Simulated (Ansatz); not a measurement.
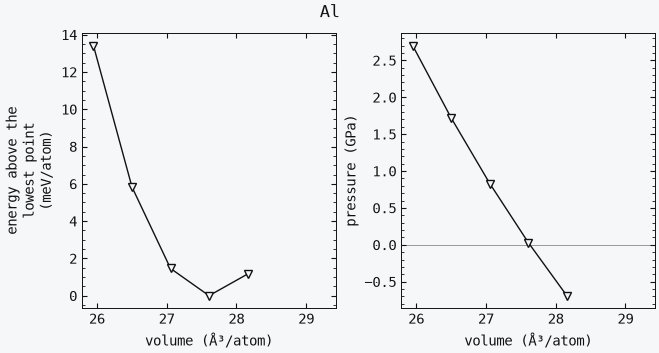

The picture above shows the energy above the lowest point and pressure against volume for Al, space group Fd-3m (No. 227) (one of a set of cubic test structures, which need not be the stable phase).

Computed with Ansatz 0.2.0 development build: equation of state of a cubic crystal from periodic Kohn-Sham density functional theory without spin, third-order Birch-Murnaghan fit to the free energies; pressure corrected for the finite basis. Level: PBE.

structure type diamond; atoms in cell 2; space group number 227; lattice centring face-centred primitive; k mesh 11×11×11; occupation method Fermi–Dirac; occupation width 0.06123 eV; wave cutoff 700 eV; datasets hard PAW; density tolerance 1e−09 eV; bands 15; density cutoff ratio 4; search for lower states default.

The points at volume 28.71 Å³/atom and 29.26 Å³/atom are left out of the plot. What values does the calculation give there?

| volume (Å³/atom) | energy above the lowest point (meV/atom) | pressure (GPa) |
| --- | --- | --- |
| 28.71 | 4.7 | −1.343 |
| 29.26 | 10.3 | −1.929 |

Caveats: cubic model structure, not the ambient form; modest k-mesh, values are not fully converged in k.
